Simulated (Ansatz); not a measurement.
# C: geometry relaxation (part 1 of 4)

- system: C (slab, 25 atoms in the cell)
- method: DFT PBE+D3(BJ), scalar-relativistic, plane waves, PAW, spin-polarised (Ansatz 0.2.0)

The structure derives from an entry of the Crystallography Open Database. The input holds or restrains some coordinates. Forces given for the steps count only the free coordinates. It belongs to a series of runs on one base structure; here: C put at a top C site.

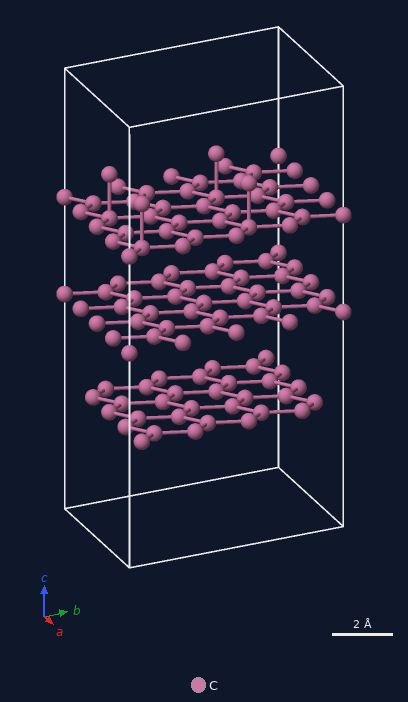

Fig. 1: The structure as given in the input (ball-and-stick view of the 2 × 2 repeat of the cell, with the vacuum cut short, seen slightly off an axis). An atom can appear more than once, as a periodic image. Near neighbours in the periodic cell (some may lie outside the picture): C has 3 C at 1.42 Å; C has 4 C at 1.42 to 1.52 Å; C has 1 C at 1.52 Å.

## Results in brief

| quantity | value |
| --- | --- |
| outcome | converged under the restraints of the input |
| electrons treated | 100 |
| free energy | −6269.6121 eV |
| work function, top face | 5.88 eV |
| work function, bottom face | 4.27 eV |
| Fermi energy | −0.162 eV |
| gap on the k-point mesh | none (metallic) |
| net moment of the cell | 0.25 μB |
| integrated absolute moment | 0.35 μB |
| final volume | 540.95 Å³ |
| work function (upper face) | 5.88 eV |
| largest force (length of the vector) at the end, held atoms and coordinates included | 0.015 eV/Å |
| hardware | 4 threads of Arm Neoverse V2, 24 GiB of memory available, shared host |
| wall time | 4.5 min (CPU time 18 min) |
| peak memory | 1.4 GiB |

## Notes

The program warns: the exchange-correlation potential is rough where the density is thin.

## Input file
```yaml
crystal:
  lattice:
    - [4.9300990165, 0.0, 0.0]
    - [-2.4650495082, 4.2695909914, 0.0]
    - [0.0, 0.0, 25.69871234]
  atoms:
    - { symbol: C, position: [0.8333333333, 0.6666666667, 0.3307558716] }
    - { symbol: C, position: [0.8333333333, 0.1666666667, 0.3307558716] }
    - { symbol: C, position: [0.3333333333, 0.6666666667, 0.3307558716] }
    - { symbol: C, position: [0.3333333333, 0.1666666667, 0.3307558716] }
    - { symbol: C, position: [0.6666666667, 0.3333333333, 0.330818521] }
    - { symbol: C, position: [0.6666666667, 0.8333333333, 0.330818521] }
    - { symbol: C, position: [0.1666666667, 0.3333333333, 0.330818521] }
    - { symbol: C, position: [0.1666666667, 0.8333333333, 0.330818521] }
    - { symbol: C, position: [0.1666666667, 0.8333333333, 0.4610562199] }
    - { symbol: C, position: [0.1666666667, 0.3333333333, 0.4610562199] }
    - { symbol: C, position: [0.6666666667, 0.8333333333, 0.4610562199] }
    - { symbol: C, position: [0.6666666667, 0.3333333333, 0.4610562199] }
    - { symbol: C, position: [0.0, 0.5, 0.4611188691] }
    - { symbol: C, position: [0.0, 0.0, 0.4611188691] }
    - { symbol: C, position: [0.5, 0.5, 0.4611188691] }
    - { symbol: C, position: [0.5, 0.0, 0.4611188691] }
    - { symbol: C, position: [0.5, 0.0, 0.5913565681] }
    - { symbol: C, position: [0.5, 0.5, 0.5913565681] }
    - { symbol: C, position: [0.0, 0.0, 0.5913565681] }
    - { symbol: C, position: [0.0, 0.5, 0.5913565681] }
    - { symbol: C, position: [0.3333333333, 0.6666666667, 0.5914192174] }
    - { symbol: C, position: [0.3333333333, 0.1666666667, 0.5914192174] }
    - { symbol: C, position: [0.8333333333, 0.6666666667, 0.5914192174] }
    - { symbol: C, position: [0.8333333333, 0.1666666667, 0.5914192174] }
    - { symbol: C, position: [0.8333333333, 0.1666666667, 0.6505661497], spin: 2.0 }
basis:
  ecutwfc: 420
kpoints:
  mp_grid: { grid: [6, 6, 1] }
hamiltonian:
  xc: pbe
  dispersion: d3bj
scf:
  occupations: { method: gaussian, width: 0.05 }
output:
  forces: true
  eigenvalues: true
  populations: true
  write_density: true
  write_potential: true
  elf: true
  volumetric_format: npy
magnetization:
  spin_polarized: true
relax:
  adjacent_minimum: "off"
  f_tol: 0.03
  max_steps: 70
  constraints: [{ sites: [0, 1, 2, 3, 4, 5, 6, 7] }]
efield:
  axis: 3
  dipole_correction: true
  ramp_width: 0.04
```

Run as:
```bash
ansatz run input.yaml --threads 4 --pin off --max-ram 10240MiB --backend cpu --events-out ev --progress --plain --runs-dir out
```

## The program's output
```
Engine: ansatz 0.2.0, aarch64-unknown-linux-gnu
Pseudopotentials: kind: paw
Pseudopotential: C, paw, valence charge 4, recommended cutoff 420 eV (normal), C.paw.azcp
Functional definition: PBE
  parameter kappa = 0.804
  parameter beta = 0.06672455060314922
  exchange = pbe_x(kappa = kappa, mu = beta*pi^2/3)
  correlation = pbe_c(beta = beta)
Crystal: 25 atoms, lattice volume = 540.945 Å³
Basis set: ecut = 420 eV, 10543 PW (Γ), exchange–correlation on 72×72×360 points (8 copies of the dense FFT grid, shifted against one another)
Bands: 76, of which v1, the nominal top of the filled ones, is band 50 counted from 1 (49 counted from 0)
Symmetry: 6 space group operations
k-points: 7 of 36 (time reversal used)
Non-local potential: C, projectors of the file, l = 0: 2, l = 1: 2, l = 2: 1
PAW form: soft (Blöchl's): semilocal exchange-correlation on the pseudo side does not see the compensation charge
PAW one-centre angular grid: C, 110 points (default); XC on 64 Gauss nodes
Initial density: superposition of atomic densities (neutral atoms: chi_scale 0, normalization atom)
Starting moments: Σ|m| = 2 μB on 1 of 25 sites
Initial wavefunctions: pseudopotential atomic-orbital guess
Functional: x = pbe(κ = 0.804, μ = 0.2195149727645171), c = pbe(β = 0.06672455060314922)
SCF iter   1: F=—  HF=-6281.533190 eV  |F-HF|=—  |Δ(HF+E_count)|=         —  Δρ=4.36e-2 (↑4.36e-2 ↓4.19e-2)  dr2=3.51e1  dr2_m=6.17e-1  M=0.666 μB ∫|m|=0.780 μB  β_m=0.30  ethr=3.10e-3  p=0.000 e·Å  D=1.21e-7 V/Å  ΔV_dip=-0.00 eV  dr2_dipole=4.49e-1  V_vac-E_F(+/−)=7.80/7.80 eV  ⟨swp⟩=9.7  Hψ=6073  notcnv=0  defer=97
efield: sawtooth ramp at fractional position 0.9707 (placed from the atoms, in the widest stretch of the axis that holds none; the zero of the levels goes with the place), width 0.0400; the density the first Hamiltonian is built on has a dipole p = 0.000 e·Å; the dipole correction subtracts the counter field D = 1.21e-7 V/Å, which shifts the + side's vacuum level by -0.00 eV against the − side's; the planar-averaged density in the ramp window peaks in size at 2.6e-7 e/Å³
preconditioner: auto → Resta (q_TF=auto, 2.059 Å⁻¹)  ε∞=2.0  [insulator: Δε(μ)=0.179 eV  Ē_g=15.951 eV  σ=0.050 eV  W_gap=0.99  n_scr=82 (ndim 8)  ℏωp=16.0 eV  f_vac=0.564  D(μ)=0.10/eV (n_scr^D=0)  ε∞_Penn≈2.0  vacuum switching on, ρ_ref=1.8e-2 e/Å³]
spin=Collinear: Resta preconditioning applied to the charge; magnetization (m = ρ↑ − ρ↓) channel mixes plain (no charge-response kernel on spin).
SCF iter   2: F=—  HF=-6274.959726 eV  |F-HF|=—  |Δ(HF+E_count)|=    6.57e0  Δρ=2.93e-2 (↑2.85e-2 ↓2.93e-2)  dr2=2.87e1  dr2_m=1.25e-1  M=1.229 μB ∫|m|=1.547 μB  β_m=0.30  ethr=3.10e-3  p=0.255 e·Å  D=8.54e-2 V/Å  ΔV_dip=-2.20 eV  dr2_dipole=7.76e0  V_vac-E_F(+/−)=6.10/8.30 eV  ⟨swp⟩=3.0  Hψ=2074  notcnv=0  defer=265  κ⁻¹=1.0e0(r=1)
SCF iter   3: F=—  HF=-6273.583816 eV  |F-HF|=—  |Δ(HF+E_count)|=    1.38e0  Δρ=2.67e-2 (↑2.67e-2 ↓2.39e-2)  dr2=3.79e1  dr2_m=2.97e-1  M=0.717 μB ∫|m|=0.763 μB  β_m=0.30  ethr=3.10e-3  p=-0.286 e·Å  D=-9.56e-2 V/Å  ΔV_dip=2.46 eV  dr2_dipole=1.25e1  V_vac-E_F(+/−)=7.34/4.89 eV  ⟨swp⟩=2.4  Hψ=1509  notcnv=0  defer=270  κ⁻¹=4.0e-2(r=2)
SCF iter   4: F=—  HF=-6269.999700 eV  |F-HF|=—  |Δ(HF+E_count)|=    3.58e0  Δρ=1.25e-2 (↑1.25e-2 ↓9.99e-3)  dr2=2.60e0  dr2_m=1.55e-1  M=0.479 μB ∫|m|=0.660 μB  β_m=0.30  ethr=3.10e-3  p=-0.012 e·Å  D=-3.94e-3 V/Å  ΔV_dip=0.10 eV  dr2_dipole=4.21e-2  V_vac-E_F(+/−)=6.17/6.07 eV  ⟨swp⟩=2.8  Hψ=2053  notcnv=0  defer=259  κ⁻¹=2.9e-2(r=3)
SCF iter   5: F=—  HF=-6269.514445 eV  |F-HF|=—  |Δ(HF+E_count)|=   4.85e-1  Δρ=4.87e-3 (↑4.21e-3 ↓4.87e-3)  dr2=7.03e-1  dr2_m=4.80e-2  M=0.608 μB ∫|m|=0.809 μB  β_m=0.30  ethr=2.60e-3  p=-0.061 e·Å  D=-2.03e-2 V/Å  ΔV_dip=0.52 eV  dr2_dipole=3.12e-1  V_vac-E_F(+/−)=5.69/5.17 eV  ⟨swp⟩=2.9  Hψ=1942  notcnv=0  defer=269  κ⁻¹=2.1e-4(r=4)
SCF iter   6: F=—  HF=-6269.493223 eV  |F-HF|=—  |Δ(HF+E_count)|=   2.12e-2  Δρ=3.96e-3 (↑3.96e-3 ↓3.52e-3)  dr2=1.75e-1  dr2_m=4.78e-2  M=0.454 μB ∫|m|=0.664 μB  β_m=0.30  ethr=7.03e-4  p=-0.130 e·Å  D=-4.35e-2 V/Å  ΔV_dip=1.12 eV  dr2_dipole=3.66e-2  V_vac-E_F(+/−)=5.81/4.69 eV  ⟨swp⟩=1.0  Hψ=795  notcnv=0  defer=269  κ⁻¹=1.5e-4(r=5)
SCF iter   7: F=—  HF=-6269.497784 eV  |F-HF|=—  |Δ(HF+E_count)|=   4.56e-3  Δρ=3.02e-3 (↑3.02e-3 ↓2.50e-3)  dr2=2.95e-2  dr2_m=3.40e-2  M=0.418 μB ∫|m|=0.612 μB  β_m=0.30  ethr=1.75e-4  p=-0.193 e·Å  D=-6.45e-2 V/Å  ΔV_dip=1.66 eV  dr2_dipole=4.82e-3  V_vac-E_F(+/−)=5.98/4.32 eV  ⟨swp⟩=2.1  Hψ=1404  notcnv=0  defer=273  κ⁻¹=1.5e-5(r=6)
SCF iter   8: F=—  HF=-6269.514979 eV  |F-HF|=—  |Δ(HF+E_count)|=   1.72e-2  Δρ=2.22e-3 (↑2.22e-3 ↓1.97e-3)  dr2=3.89e-2  dr2_m=2.10e-2  M=0.420 μB ∫|m|=0.594 μB  β_m=0.85  ethr=2.95e-5  p=-0.199 e·Å  D=-6.66e-2 V/Å  ΔV_dip=1.71 eV  dr2_dipole=1.74e-2  V_vac-E_F(+/−)=5.94/4.23 eV  ⟨swp⟩=2.1  Hψ=1245  notcnv=0  defer=273
Mixer restart at iter 8: flushing history
spin-set hold released at iteration 8 (site moments contracting): the magnetisation degrees of freedom join the quasi-Newton model from the next iteration; the mixer history was flushed
SCF iter   9: F=—  HF=-6269.550733 eV  |F-HF|=—  |Δ(HF+E_count)|=   3.58e-2  Δρ=1.93e-3 (↑8.16e-4 ↓1.93e-3)  dr2=2.39e-1  dr2_m=6.89e-3  M=0.303 μB ∫|m|=0.463 μB  β_m=0.86  ethr=2.95e-5  p=-0.149 e·Å  D=-4.98e-2 V/Å  ΔV_dip=1.28 eV  dr2_dipole=1.11e-1  V_vac-E_F(+/−)=5.79/4.51 eV  ⟨swp⟩=2.1  Hψ=1435  notcnv=0  defer=273  κ⁻¹=1.0e0(r=1)
density mixer auto → broyden: no gap read (density of states about μ 0.36 of a free-electron gas's, 82 screened modes)
SCF iter  10: F=—  HF=-6269.536181 eV  |F-HF|=—  |Δ(HF+E_count)|=   1.46e-2  Δρ=1.25e-3 (↑1.25e-3 ↓6.70e-4)  dr2=2.63e-2  dr2_m=3.85e-3  M=0.361 μB ∫|m|=0.484 μB  β_m=1.20  ethr=2.95e-5  p=-0.186 e·Å  D=-6.23e-2 V/Å  ΔV_dip=1.60 eV  dr2_dipole=4.99e-3  V_vac-E_F(+/−)=5.89/4.28 eV  ⟨swp⟩=2.0  Hψ=1336  notcnv=0  defer=275  κ⁻¹=1.7e-2(r=2)
SCF iter  11: F=—  HF=-6269.539503 eV  |F-HF|=—  |Δ(HF+E_count)|=   3.32e-3  Δρ=7.28e-4 (↑7.28e-4 ↓6.55e-4)  dr2=3.43e-3  dr2_m=2.13e-3  M=0.285 μB ∫|m|=0.393 μB  β_m=1.20  ethr=2.63e-5  p=-0.183 e·Å  D=-6.11e-2 V/Å  ΔV_dip=1.57 eV  dr2_dipole=1.03e-3  V_vac-E_F(+/−)=5.86/4.29 eV  ⟨swp⟩=1.7  Hψ=1017  notcnv=0  defer=275  κ⁻¹=1.4e-3(r=3)
SCF iter  12: F=—  HF=-6269.544759 eV  |F-HF|=—  |Δ(HF+E_count)|=   5.26e-3  Δρ=3.25e-4 (↑3.25e-4 ↓3.22e-4)  dr2=9.17e-3  dr2_m=1.02e-4  M=0.234 μB ∫|m|=0.291 μB  β_m=1.20  ethr=3.43e-6  p=-0.190 e·Å  D=-6.34e-2 V/Å  ΔV_dip=1.63 eV  dr2_dipole=1.92e-5  V_vac-E_F(+/−)=5.89/4.26 eV  ⟨swp⟩=2.5  Hψ=1648  notcnv=0  defer=275  κ⁻¹=3.6e-4(r=4)
SCF iter  13: F=—  HF=-6269.545275 eV  |F-HF|=—  |Δ(HF+E_count)|=   5.16e-4  Δρ=5.17e-4 (↑3.38e-4 ↓5.17e-4)  dr2=2.10e-2  dr2_m=6.09e-4  M=0.217 μB ∫|m|=0.277 μB  β_m=1.20  ethr=3.43e-6  p=-0.183 e·Å  D=-6.12e-2 V/Å  ΔV_dip=1.57 eV  dr2_dipole=9.50e-3  V_vac-E_F(+/−)=5.88/4.31 eV  ⟨swp⟩=2.0  Hψ=1196  notcnv=0  defer=275  κ⁻¹=2.2e-4(r=5)
SCF iter  14: F=—  HF=-6269.545706 eV  |F-HF|=—  |Δ(HF+E_count)|=   4.31e-4  Δρ=2.41e-4 (↑1.27e-4 ↓2.41e-4)  dr2=2.93e-3  dr2_m=1.23e-4  M=0.255 μB ∫|m|=0.282 μB  β_m=1.20  ethr=3.43e-6  p=-0.191 e·Å  D=-6.39e-2 V/Å  ΔV_dip=1.64 eV  dr2_dipole=1.30e-3  V_vac-E_F(+/−)=5.91/4.27 eV  ⟨swp⟩=2.0  Hψ=1378  notcnv=0  defer=275  κ⁻¹=1.0e-4(r=6)
SCF iter  15: F=—  HF=-6269.545878 eV  |F-HF|=—  |Δ(HF+E_count)|=   1.72e-4  Δρ=5.55e-5 (↑5.04e-5 ↓5.55e-5)  dr2=1.16e-4  dr2_m=1.17e-6  M=0.248 μB ∫|m|=0.281 μB  β_m=1.20  ethr=2.93e-6  p=-0.189 e·Å  D=-6.33e-2 V/Å  ΔV_dip=1.63 eV  dr2_dipole=2.70e-5  V_vac-E_F(+/−)=5.90/4.28 eV  ⟨swp⟩=1.2  Hψ=1031  notcnv=0  defer=275  κ⁻¹=7.0e-6(r=7)
SCF iter  16: F=—  HF=-6269.546171 eV  |F-HF|=—  |Δ(HF+E_count)|=   2.93e-4  Δρ=4.67e-5 (↑2.60e-5 ↓4.67e-5)  dr2=3.37e-4  dr2_m=1.65e-6  M=0.242 μB ∫|m|=0.275 μB  β_m=1.20  ethr=1.16e-7  p=-0.189 e·Å  D=-6.31e-2 V/Å  ΔV_dip=1.62 eV  dr2_dipole=1.55e-4  V_vac-E_F(+/−)=5.90/4.28 eV  ⟨swp⟩=2.0  Hψ=1516  notcnv=0  defer=275  κ⁻¹=2.7e-6(r=8)
SCF iter  17: F=—  HF=-6269.546206 eV  |F-HF|=—  |Δ(HF+E_count)|=   3.55e-5  Δρ=3.40e-5 (↑1.98e-5 ↓3.40e-5)  dr2=1.53e-4  dr2_m=1.16e-6  M=0.249 μB ∫|m|=0.282 μB  β_m=1.20  ethr=1.16e-7  p=-0.190 e·Å  D=-6.34e-2 V/Å  ΔV_dip=1.63 eV  dr2_dipole=6.99e-5  V_vac-E_F(+/−)=5.90/4.27 eV  ⟨swp⟩=1.7  Hψ=841  notcnv=0  defer=275  κ⁻¹=1.3e-6(r=8)
SCF iter  18: F=—  HF=-6269.546204 eV  |F-HF|=—  |Δ(HF+E_count)|=   2.22e-6  Δρ=1.22e-5 (↑8.39e-6 ↓1.22e-5)  dr2=2.44e-5  dr2_m=1.20e-7  M=0.246 μB ∫|m|=0.280 μB  β_m=1.20  ethr=1.16e-7  p=-0.189 e·Å  D=-6.32e-2 V/Å  ΔV_dip=1.63 eV  dr2_dipole=1.14e-5  V_vac-E_F(+/−)=5.90/4.28 eV  ⟨swp⟩=1.0  Hψ=854  notcnv=0  defer=275  κ⁻¹=4.6e-6(r=8)
SCF iter  19: F=—  HF=-6269.546204 eV  |F-HF|=—  |Δ(HF+E_count)|=   6.52e-7  Δρ=2.91e-6 (↑2.91e-6 ↓2.84e-6)  dr2=1.16e-7  dr2_m=2.55e-8  M=0.247 μB ∫|m|=0.281 μB  β_m=1.20  ethr=2.25e-8  p=-0.189 e·Å  D=-6.33e-2 V/Å  ΔV_dip=1.63 eV  dr2_dipole=1.82e-8  V_vac-E_F(+/−)=5.90/4.27 eV  ⟨swp⟩=37.7  Hψ=14448  notcnv=0  κ⁻¹=6.0e-7(r=8)
SCF iter  20: F=-6269.546204 eV  HF=-6269.546204 eV  |F-HF|=1.68e-7  |Δ(HF+E_count)|=   1.06e-7  Δρ=1.16e-6 (↑1.16e-6 ↓1.12e-6)  dr2=1.30e-8  dr2_m=1.41e-9  M=0.247 μB ∫|m|=0.281 μB  ethr=1.16e-10  p=-0.189 e·Å  D=-6.33e-2 V/Å  ΔV_dip=1.63 eV  dr2_dipole=5.58e-10  V_vac-E_F(+/−)=5.90/4.27 eV  ⟨swp⟩=10.3  Hψ=6694  notcnv=0
SCF 1 converged in 20 iterations: F = -6269.546204 eV  dr2 = 1.30e-8
  greatest PAW one-centre occupation: 0.762 electrons in one spin orbital (limit 2), on the C atom at site 24 (counted from 0), in its partial waves of l = 0
relax step   1: F+E_penalty+E_count = -6269.54620378 eV  Δ(F+E_penalty+E_count) = +0.000e0 eV  max|allowed force component| = 1.639e0 eV/Å  Δτ_max = 0.0000 Å  (20 SCF iters, dr2 threshold 2.25e-5 eV, accepted)
Initial density: handed on by an earlier stage of this run
Starting moments: Σ|m| = 2 μB on 1 of 25 sites; this step starts from the density that it was given
Initial wavefunctions: those handed on with the density
iter 1 solved again at ethr=3.63e-4 eV; its pass at ethr=3.10e-3 eV (dr2=3.63e-1 eV) is discarded
```
